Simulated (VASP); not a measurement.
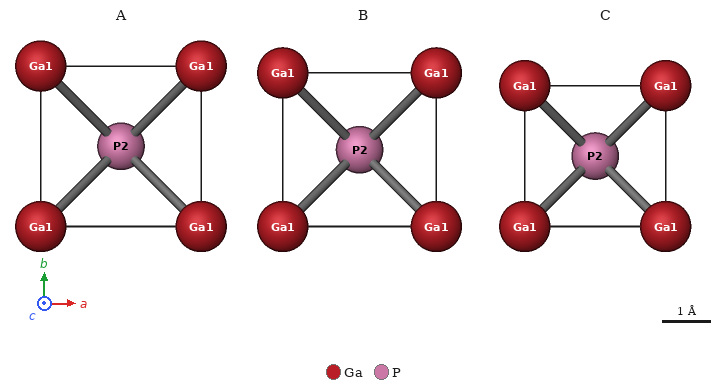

3 geometries from one relaxation of crystalline GaP (built on the CsCl type), in shuffled order. The picture is a ball-and-stick view of the cell of the calculation, seen along the c axis.

The run lets cell and atoms move.

Theory: VASP 6.6.1, Kohn-Sham DFT of a periodic cell, PBE, VASP PAW PBE potentials, recommended. Set-up: plane-wave cutoff 600 eV; k-point mesh 8 × 8 × 8; occupations fermi-dirac; smearing width 0.02 eV; no spin polarisation.

> Order the frames from highest to lowest energy.

C, A, B. They are steps 0, 1, 4, at +335 meV per atom, +59.7 meV per atom relative to the last. After 4 geometry steps the energy has fallen by 335 meV per atom. All forces vanish by symmetry, so only the cell relaxes. Pressure: 36.12 GPa at the start and −0.01 GPa at the end. No atom moves by more than 0.005 Å relative to the cell. The volume changes by +29.5 %, with a = b = c 2.943 → 3.208 Å (+9.0 %). Some distances before and after: Ga1–P2 2.549 → 2.778 Å. The space group stays Pm-3m (No. 221). The volume changes by over a tenth within one run on a fixed set of plane waves, so the end point should be relaxed again from the new cell. It ran on 1 thread of Intel(R) Xeon(R) Platinum 8488C (Sapphire Rapids), with other jobs on the host.
